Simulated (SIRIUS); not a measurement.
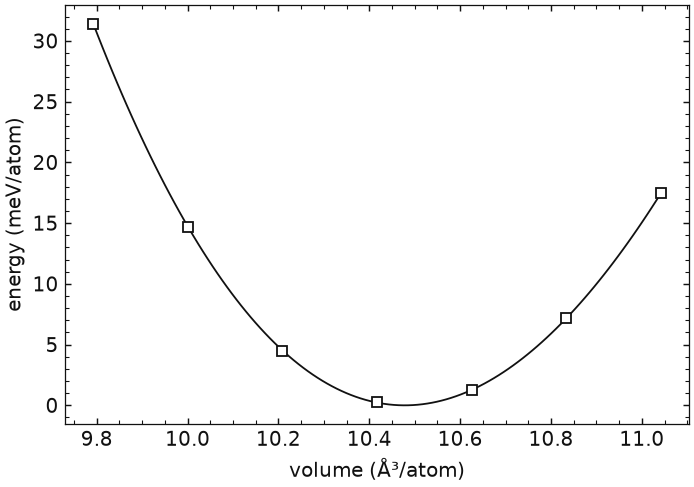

The plot gives the computed energy against volume for AlN, space group F-43m (No. 216).

Cell as given: a = 3.089 Å, b = 3.089 Å, c = 3.089 Å, α = 60.00°, β = 60.00°, γ = 60.00°; 2 atoms.

How it was computed, with SIRIUS 7.12.0: all-electron LAPW DFT, no spin polarisation; energies at scaled volumes of the given cell, shape and fractions fixed, counted from the fit's minimum, third-order Birch-Murnaghan fit. Level: PBEsol.

```tsv
setting	value
k mesh	10×10×10
occupations	Fermi–Dirac
smearing width	0.05 eV
potentials	all electron FP LAPW
program settings	basis apw+lo standard, gk cutoff 4.96 1/bohr, pw cutoff 26 1/bohr
```

This calculation gives: equilibrium volume 10.48 Å³/atom and bulk modulus 201 GPa.

Now Al is replaced by Ga on all its sites, which gives GaN in the same structure. Predict the effect.

The equilibrium volume rises from 10.48 to 11.38 Å³/atom (+8.6 %) and the bulk modulus falls from 201 to 188 GPa (−6.5 %).

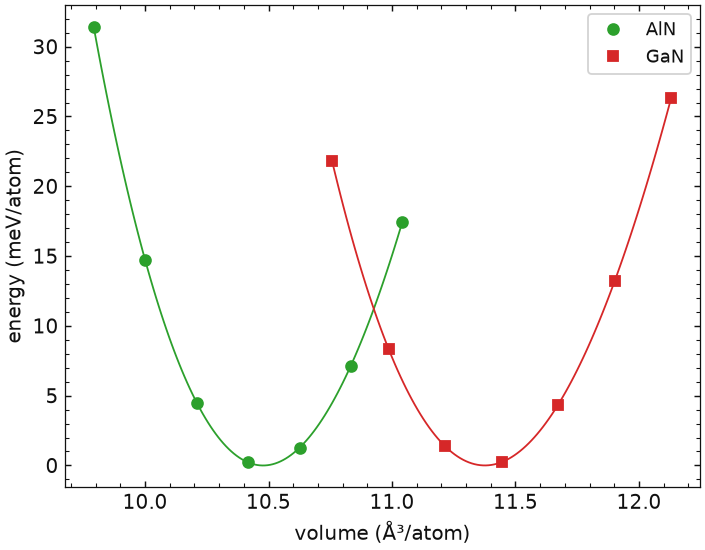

The two results together.

V0 and the bulk modulus come from third-order Birch–Murnaghan fits.
